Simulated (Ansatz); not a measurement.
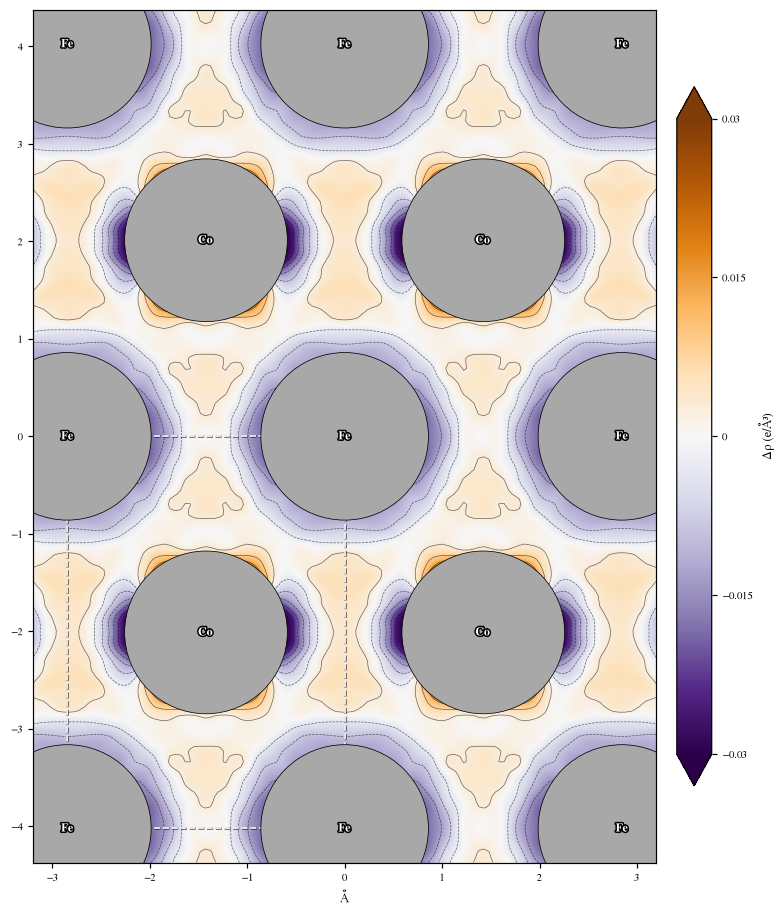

FeCo. Difference of the valence pseudo-densities of two functionals at the same geometry, on the (110) plane of the calculation cell: r2SCAN less PBEsol.

Both computed with Ansatz (plane waves, PAW), on the same k-point mesh. Grey discs cover the atomic cores.

```cif
data_structure
_symmetry_space_group_name_H-M 'P 1'
_symmetry_Int_Tables_number 1
_cell_length_a 2.8449
_cell_length_b 2.8449
_cell_length_c 2.8449
_cell_angle_alpha 90.000
_cell_angle_beta 90.000
_cell_angle_gamma 90.000
_cell_volume 23.02
loop_
_atom_site_label
_atom_site_type_symbol
_atom_site_fract_x
_atom_site_fract_y
_atom_site_fract_z
_atom_site_occupancy
Fe1 Fe 0.50000 0.50000 0.50000 1
Co1 Co 0.00000 0.00000 0.00000 1
```

Question: What does the difference map show?

Answer: Against PBEsol, r2SCAN gives less density around Fe (−0.009 e/Å³ on average at 1.0 Å from the nucleus) and less density around Co (−0.004 e/Å³ on average at 1.0 Å from the nucleus).
